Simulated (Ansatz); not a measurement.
SrCl3

Input file:

```
crystal:
  lattice:
    - [3.1699231333, -5.4904677691, 0.0]
    - [3.1699231333, 5.4904677691, 0.0]
    - [0.0, 0.0, 5.721023]
  atoms:
    - { symbol: Sr, position: [0.666666, 0.333334, 0.25] }
    - { symbol: Sr, position: [0.333334, 0.666666, 0.75] }
    - { symbol: Cl, position: [0.346076, 0.173039, 0.75] }
    - { symbol: Cl, position: [0.826961, 0.173039, 0.75] }
    - { symbol: Cl, position: [0.826961, 0.653924, 0.75] }
    - { symbol: Cl, position: [0.653924, 0.826961, 0.25] }
    - { symbol: Cl, position: [0.173039, 0.826961, 0.25] }
    - { symbol: Cl, position: [0.173039, 0.346076, 0.25] }
basis:
  ecutwfc: 420
kpoints:
  mp_grid: { grid: [6, 6, 8] }
hamiltonian:
  xc: pbe
scf:
  occupations: { method: gaussian, width: 0.1 }
output:
  forces: true
  stress: true
  eigenvalues: true
  write_density: true
  write_potential: true
  elf: true
  volumetric_format: npy
relax:
  adjacent_minimum: "off"
  f_tol: 0.01
  max_steps: 80
  cell: { stress_tol: 0.05 }
```

Run with:

```sh
ansatz run input.yaml --threads 1 --pin off --max-ram 2560MiB --backend cpu --events-out ev --progress --plain --runs-dir out
```

Below, planes, directions and counts refer to the conventional cell (a = 6.30 Å, b = 6.30 Å, c = 5.73 Å, α = 90.00°, β = 90.00°, γ = 120.00°).

The fields are those of the relaxed geometry.

Space group P6₃/mmc; a structure from a database of computed crystals, not necessarily the ambient phase; started from the database_194 prototype, which need not be the ambient phase.

Level of theory: DFT PBE, scalar-relativistic, plane waves, PAW (Ansatz).

Core electrons are frozen (PAW), and the valence fields are smoothed inside the atomic spheres.

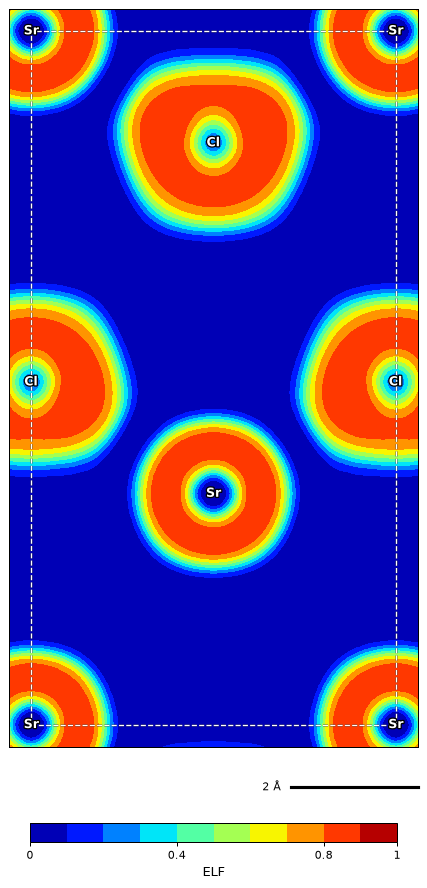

Figure 1. Electron localisation function on the (110) plane of the conventional cell.

**Interpret the plot.**

The section cuts through Sr and Cl sites.
Sr–Cl (3.36 Å): the ELF is about 0.05 at the midpoint (no shared electron pair shows on this line).
The features right at Sr lie inside the PAW spheres, where the map follows smoothed inner orbitals and isn't to be read closely.

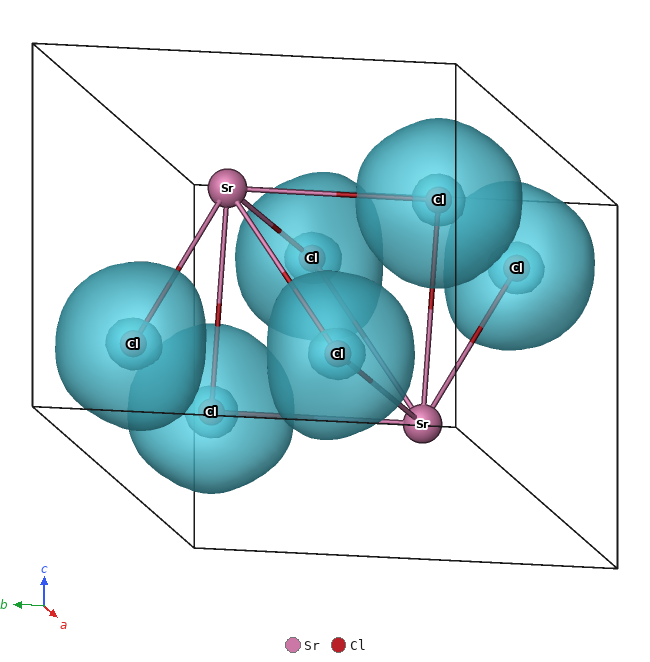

Figure 2. Isosurface of the ELF at 0.7 (cyan), seen at an oblique angle. Core shells and regions of very low density are left out. Sticks mark near contacts.

**What do the ELF domains correspond to?**

The ELF exceeds this value in six regions wrapped around Cl (the valence shell of each), counted in one cell of 8 atoms. Regions shared between cells count once. Profiles from the grid: Sr–Cl (3.15 Å): the ELF is about 0.10 at the midpoint: no localised pair shows between them.

**Does the calculation make it a metal, or give it a gap?**

It is gapless in this calculation (a metal or semimetal).
